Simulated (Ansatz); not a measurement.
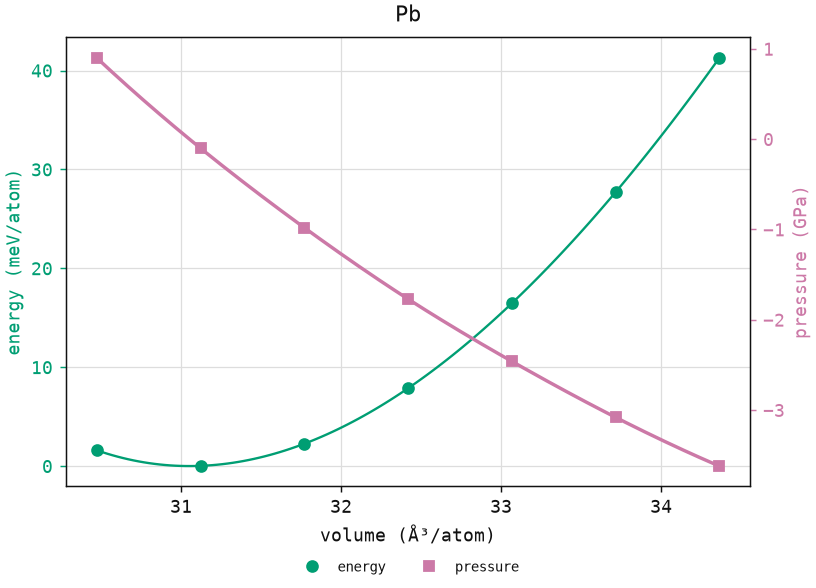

The plot gives the computed energy and pressure against volume for Pb, space group C2/m (No. 12).

The given structure:
```cif
data_structure
_symmetry_space_group_name_H-M 'P 1'
_symmetry_Int_Tables_number 1
_cell_length_a 3.5067
_cell_length_b 3.5067
_cell_length_c 6.4519
_cell_angle_alpha 106.506
_cell_angle_beta 106.506
_cell_angle_gamma 59.886
_cell_volume 64.84
loop_
_atom_site_label
_atom_site_type_symbol
_atom_site_fract_x
_atom_site_fract_y
_atom_site_fract_z
_atom_site_occupancy
Pb1 Pb 0.90851 0.90851 0.72629 1
Pb2 Pb 0.09149 0.09149 0.27371 1
```

Computed with Ansatz 0.2.0: all-electron LAPW DFT, no spin polarisation; energies at scaled volumes of the given cell, shape and fractions fixed, counted from the fit's minimum, third-order Birch-Murnaghan fit. Level: PBEsol.

k mesh 9×9×5; occupations Fermi–Dirac; smearing width 0.05 eV; potentials all electron LAPW, scalar relativistic; program settings basis error eV/atom 0.001.

> How stiff is the solid, and where is its volume at rest?

A third-order Birch–Murnaghan fit gives V0 = 31.05 Å³/atom, B0 = 45.6 GPa and B′ = 4.8.

> How does the pressure vary with volume?

It falls from 0.90 GPa at volume 30.47 Å³/atom to −3.62 GPa at 34.36 Å³/atom, and changes sign near 31.06 Å³/atom.

Note: spin-orbit coupling left out, heavy elements; shape and atomic fractions are frozen while scaling, which makes layered, chain and framework solids too stiff.

The computed values:

| volume (Å³/atom) | energy (meV/atom) | pressure (GPa) |
| --- | --- | --- |
| 30.47 | 1.60 | 0.90 |
| 31.12 | 0.02 | −0.10 |
| 31.77 | 2.26 | −0.98 |
| 32.42 | 7.86 | −1.77 |
| 33.07 | 16.46 | −2.46 |
| 33.71 | 27.70 | −3.08 |
| 34.36 | 41.28 | −3.62 |
